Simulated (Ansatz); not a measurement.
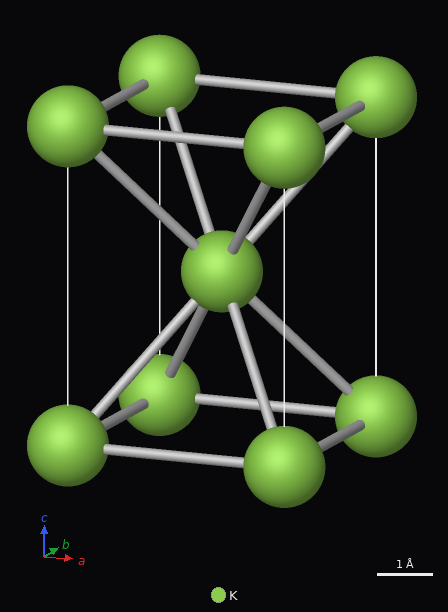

The starting point is a symmetric starting cell of K (made from another compound by putting K in place of Na). A ball-and-stick model of the conventional cell (2 times the calculation's cell), seen slightly off an axis. Lengths and directions refer to the drawn axes.

These are results of Ansatz, DFT PBEsol, scalar-relativistic, plane waves, PAW, not measurements. (plane-wave cutoff 420 eV; k-point mesh 14 × 14 × 14; occupations gaussian; smearing width 0.1 eV; no spin polarisation)

The variant: All lengths are scaled by +1.3 % (volume +4.0 %), the atoms keeping their fractional coordinates. No relaxation follows. The starting cell wasn't computed here and needn't be at equilibrium, so pressure and forces aren't due to the change alone.

The input:
```yaml
crystal:
  lattice:
    - [-2.1690376022, 2.1690376022, 3.0293805583]
    - [2.1690376022, -2.1690376022, 3.0293805583]
    - [2.1690376022, 2.1690376022, -3.0293805583]
  atoms:
    - { symbol: K, position: [0.0, 0.0, 0.0] }
basis:
  ecutwfc: 420
kpoints:
  mp_grid: { grid: [14, 14, 14] }
hamiltonian:
  xc: pbesol
scf:
  occupations: { method: gaussian, width: 0.1 }
output:
  forces: true
  stress: true
  eigenvalues: true
```

Predict the response.

Answer. Some distances before and after: K–K 4.282 → 4.338 Å, K–K 4.255 → 4.311 Å. The space group stays I4/mmm (No. 139). The pressure is 1.2 GPa (not all of it need come from the change, since the unchanged cell can be under pressure at this level too). All forces vanish by symmetry.
